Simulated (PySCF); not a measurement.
**A series of single points on Al**

System: Al (Fm-3m, 1 atom in the cell).
Method: Kohn-Sham DFT of a periodic cell in Gaussian orbitals, PBEsol, DZVP-MOLOPT-SR/GTH-PBE, no spin polarisation (PySCF 2.14.0).

The 7 runs differ only in the geometry, by an even scaling of the cell at fixed fractional positions. The structure derives from an entry of the Crystallography Open Database.

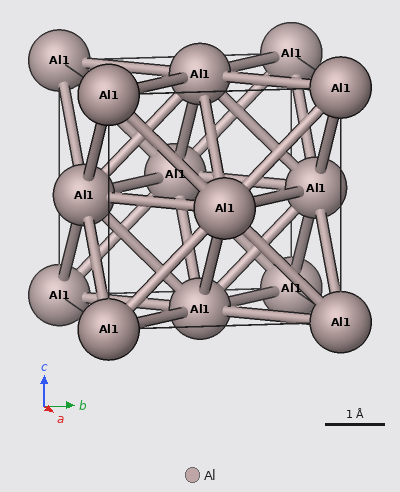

Figure 1. The structure of run 4 (ball-and-stick view of the cell 4 times as large as that of the calculation, set on its symmetry axes, seen slightly off an axis; atoms are numbered from 1 in the order of the input).

**Input of run 4**
```python
import json
import numpy as np
from pyscf.pbc import gto, scf, dft, df

cell = gto.Cell()
cell.a = '''
  0.0000000000    2.0248050000    2.0248050000
  2.0248050000    0.0000000000    2.0248050000
  2.0248050000    2.0248050000    0.0000000000'''
cell.atom = '''
Al   0.0000000000    0.0000000000    0.0000000000'''
cell.unit = 'A'
cell.basis = 'DZVP-MOLOPT-SR-GTH-q3'
cell.pseudo = 'GTH-PBE-q3'
cell.ke_cutoff = 50  # hartree
cell.exp_to_discard = 0.02
cell.precision = 1e-08
cell.space_group_symmetry = True
cell.symmorphic = False
cell.max_memory = 2940  # MB
cell.verbose = 4
cell.build()

res = {}
kpts = cell.make_kpts([12, 12, 12], space_group_symmetry=True, time_reversal_symmetry=True)
cell.space_group_symmetry = False  # the mesh holds the operations; no search on the supercells of the integral code
mf = dft.KRKS(cell, kpts, xc='pbesol')
mf = mf.multigrid_numint()
mf = mf.smearing(sigma=0.00183747, method='fermi')  # hartree
mf.conv_tol = 1e-07
mf.max_cycle = 60

mf.kernel()
res.update(converged=bool(mf.converged), e_tot=mf.e_tot, nelec=cell.nelectron, nao=cell.nao, mesh=list(map(int, cell.mesh)), a=cell.lattice_vectors().tolist(), coords=cell.atom_coords().tolist(),
           mo_energy=[np.real(x).tolist() for x in mf.mo_energy], mo_occ=[np.real(x).tolist() for x in mf.mo_occ])
res.update(e_free=mf.e_free, e_zero=mf.e_zero)
res.update(kpts=kpts.kpts_scaled_ibz.tolist(), weights=kpts.weights_ibz.tolist())
res['parts'] = {k: float(np.real(v)) for k, v in mf.scf_summary.items() if np.isscalar(v)}
json.dump(res, open('results.json', 'w'))
if not mf.converged:
    raise SystemExit('SCF not converged')

print('levels (eV)')
for i, kp in enumerate(res['kpts'][:40]):
    print('k %7.4f %7.4f %7.4f  ' % tuple(kp), ' '.join('%.3f' % (x * 27.211386) for x in res['mo_energy'][i][:7]))

mf = mf.to_khf()  # unfold to the whole mesh
kpts = mf.kpts
# Mulliken populations
dm, s = np.asarray(mf.make_rdm1()), np.asarray(mf.get_ovlp())
sites = cell.aoslice_by_atom()[:, 2:]
tot = np.einsum('kij,kji->i', dm, s).real / len(kpts)
res['mulliken'] = [cell.atom_charge(i) - tot[a0:a1].sum() for i, (a0, a1) in enumerate(sites)]
print('Mulliken charges', np.round(res['mulliken'], 5))

# density of states, Gaussians of 0.15 eV
e = np.asarray(mf.mo_energy).real.reshape(1, -1) * 27.211386
ef = mf.get_fermi()
ef = np.max(ef) * 27.211386
x = np.arange(-15, 10.01, 0.1) + round(ef, 1)
dos = np.exp(-((x[:, None, None] - e) / 0.15) ** 2 / 2).sum(-1).T / (0.15 * np.sqrt(2 * np.pi) * len(kpts)) * 2
res.update(dos_e=x.tolist(), dos=dos.tolist())
for a, b in zip(x[::5], dos.T[::5]):
    print('%8.2f' % a, ' '.join('%9.4f' % y for y in b))

# density on a uniform mesh
grids = dft.gen_grid.UniformGrids(cell)
grids.mesh = [17, 17, 17]
grids.build()
ni = dft.numint.KNumInt()
rho = [ni.get_rho(cell, x, grids, kpts) for x in [dm]]
np.save('rho.npy', np.reshape(rho, (-1, *grids.mesh)))
res['done'] = True
json.dump(res, open('results.json', 'w'))
```

Command:
```bash
OMP_NUM_THREADS=2 python -u run.py > log
```

Lattice vectors (Å) and fractional positions of run 4:
```
   0.000000    2.024805    2.024805
   2.024805    0.000000    2.024805
   2.024805    2.024805    0.000000
Al  0.000000  0.000000  0.000000
```

Run 3 has the same physical settings and fractional positions; its lattice vectors (Å) are:
```
   0.000000    2.011215    2.011215
   2.011215    0.000000    2.011215
   2.011215    2.011215    0.000000
```

**Results, with one run withheld**

```tsv
run	volume per atom (Å³)	free energy per atom, from the lowest run given (meV)
1	15.607	11.75
2	15.939	4.05
3	16.271	?
4	16.603	0.00
5	16.935	2.94
6	17.267	8.75
7	17.599	17.14
```

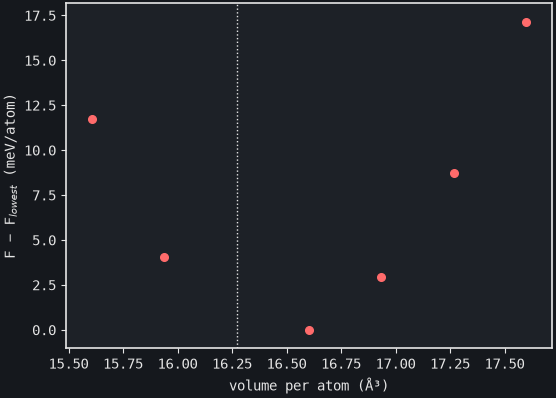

Figure 2. Free energy per atom of the runs given; the dotted line marks run 3.

Fit the runs given and predict run 3.

A cubic polynomial in V^(−2/3) (the Birch–Murnaghan form), fitted to the 6 runs given, misses them by at most 0.01 meV per atom. With x = V^(−2/3) − 0.15347 Å⁻², it reads F = 0.14425 − 822.11 x + 3.8471e+05 x² + 1.6748e+05 x³ (meV per atom). At run 3 it gives 0.26 meV per atom, and the run itself gives 0.26. The fit has its minimum at 16.461 Å³ per atom, where V d²F/dV² gives 79.6 GPa: the bulk modulus at this level, since symmetry fixes the shape and the positions.

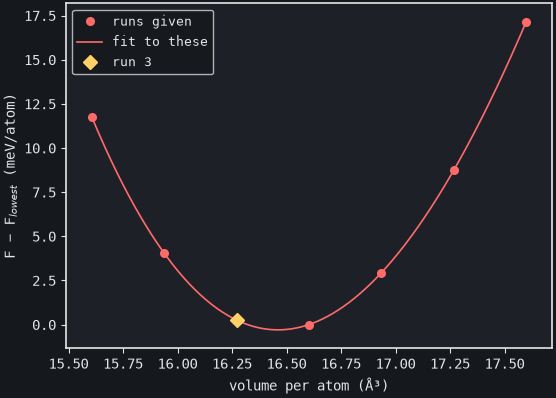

Figure 3. The fit and the withheld run.

**Output, shortened to warnings, some set-up lines, iterations and results (run 3)**
```
k-points in IBZ                         weights
[...]
cycle= 1 E= -2.07017634465782  delta_E= 0.0122  |g|= 0.0838  |ddm|= 16.5
cycle= 2 E= -2.07023052314345  delta_E= -5.42e-05  |g|= 0.00278  |ddm|= 1.14
cycle= 3 E= -2.07022999846803  delta_E= 5.25e-07  |g|= 6.72e-05  |ddm|= 0.0343
cycle= 4 E= -2.07023000987994  delta_E= -1.14e-08  |g|= 2.92e-07  |ddm|= 0.000771
    sigma = 0.00183747  Optimized mu = 0.294808586754  entropy = 0.0633153141347
nelec by numeric integration = 3.000000000000021
    Total E(T) = -2.07023000976864  Free energy = -2.07034634975891  E0 = -2.07028817976377
Extra cycle  E= -2.07023000976864  delta_E= 1.11e-10  |g|= 1.39e-08  |ddm|= 3.57e-06
converged SCF energy = -2.07023000976864
levels (eV)
k  0.0000  0.0000  0.0000   -3.077 21.163 21.163 21.163 23.044 23.044 23.044
k  0.5000  0.5000  0.0000   5.188 6.526 13.638 13.927 13.927 18.737 33.894
k  0.5000  0.5000  0.5000   3.460 3.734 20.077 20.077 20.148 20.148 25.108
k  0.5833  0.5833  0.0000   3.084 9.106 13.947 14.143 14.143 19.041 33.337
k  0.5833  0.5833  0.5833   1.573 5.964 19.547 19.547 21.028 21.028 25.203
k  0.6667  0.6667  0.0000   0.893 12.778 14.792 14.792 14.883 19.904 31.973
k  0.6667  0.6667  0.3333   4.790 7.050 8.579 15.692 18.375 27.719 28.906
k  0.6667  0.6667  0.6667   -0.093 8.658 19.335 19.335 22.241 22.241 25.436
k  0.7500  0.4167  0.4167   5.369 6.881 8.685 14.967 17.341 25.036 29.894
k  0.7500  0.5000  0.2500   7.282 7.282 8.270 9.355 25.036 25.677 25.677
k  0.7500  0.7500  0.0000   -0.845 15.883 15.883 16.434 17.081 21.148 30.408
k  0.7500  0.7500  0.2500   3.034 7.380 11.946 15.405 17.937 25.383 27.897
k  0.7500  0.7500  0.3333   4.870 5.203 11.056 15.912 18.652 27.122 27.683
k  0.7500  0.7500  0.4167   3.042 7.300 10.595 16.769 19.766 26.634 29.185
k  0.7500  0.7500  0.5000   1.391 9.408 10.989 17.993 21.206 26.471 26.561
k  0.7500  0.7500  0.7500   -1.397 11.686 19.461 19.461 23.598 23.598 25.631
k  0.8333  0.4167  0.4167   5.652 7.000 9.110 14.363 16.361 22.123 31.994
k  0.8333  0.5000  0.3333   6.116 7.478 8.923 10.581 21.254 22.998 30.183
k  0.8333  0.5000  0.5000   3.568 9.178 9.724 14.580 16.673 22.356 30.757
k  0.8333  0.5833  0.2500   5.250 7.517 9.006 11.354 23.483 25.897 26.328
k  0.8333  0.5833  0.3333   5.844 7.280 9.072 10.690 22.662 25.160 27.366
k  0.8333  0.5833  0.4167   4.052 9.161 9.891 10.933 21.511 23.203 28.097
k  0.8333  0.5833  0.5833   1.386 10.017 13.238 15.233 17.574 23.046 28.860
k  0.8333  0.6667  0.3333   5.338 5.672 11.227 11.832 23.503 24.034 28.107
k  0.8333  0.6667  0.4167   3.521 7.769 11.002 12.478 23.109 24.505 26.279
k  0.8333  0.6667  0.5000   1.879 9.879 11.407 13.720 22.251 23.761 26.118
k  0.8333  0.8333 -0.0000   -2.088 17.421 17.421 18.441 20.934 23.006 27.889
k  0.8333  0.8333  0.1667   -0.344 11.228 16.332 17.468 18.917 24.148 27.155
k  0.8333  0.8333  0.2500   1.080 8.342 15.862 16.287 18.975 25.990 26.048
k  0.8333  0.8333  0.3333   2.855 5.781 14.654 16.579 19.373 25.069 27.348
k  0.8333  0.8333  0.4167   3.520 5.001 13.848 17.219 20.164 24.349 27.770
[...]
```
